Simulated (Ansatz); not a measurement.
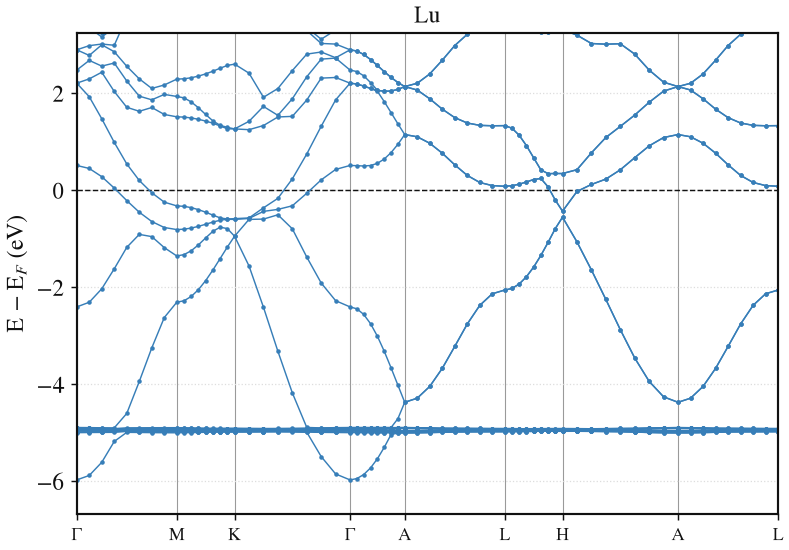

Band structure. Energies are counted from the Fermi level. The path runs straight from each named point to the next.

Q: What lattice type does the k path imply?

A: A hexagonal (primitive) lattice: the path Γ–M–K–Γ–A–L–H–A–L runs through the special points of its Brillouin zone.

The Ansatz input:

```
crystal:
  lattice:
    - [3.5098988894, 0.0, 0.0]
    - [-1.7549494447, 3.039661603, 0.0]
    - [0.0, 0.0, 5.5666]
  atoms:
    - { symbol: Lu, position: [0.3333333333, 0.6666666667, 0.25] }
    - { symbol: Lu, position: [0.6666666667, 0.3333333333, 0.75] }
kpoints:
  mp_grid: { grid: [13, 13, 8] }
  band_path:
    path:
      - [0.0, 0.0, 0.0]
      - [0.5, 0.0, 0.0]
      - [0.3333333333, 0.3333333333, 0.0]
      - [0.0, 0.0, 0.0]
      - [0.0, 0.0, 0.5]
      - [0.5, 0.0, 0.5]
      - [0.3333333333, 0.3333333333, 0.5]
      - [0.0, 0.0, 0.5]
      - [0.5, 0.0, 0.5]
    npoints: 8
scf:
  occupations: { method: fermi_dirac, width: 0.03 }
hamiltonian:
  xc: pbe
  pseudopotentials: { kind: all_electron, lapw: { basis_error: 0.0005 } }
output:
  forces: true
  stress: true
  eigenvalues: true
  populations: true
  dos: { projected: true, de: 0.2, e_range: [-14, 8] }
```

Run as:
```bash
ansatz run input.yaml --threads 1 --pin off --max-ram 2048MiB --backend cpu --events-out ev --progress --plain --runs-dir out
```

Q: Does this material conduct, going by its bands?

A: A metal: 2 bands cross the Fermi level along this path.

Q: Which levels at K lie nearest to the Fermi level?

A: At K the nearest levels lie 0.59 eV below and 1.26 eV above the Fermi level.

Spin-orbit coupling is left out, which matters for Lu.
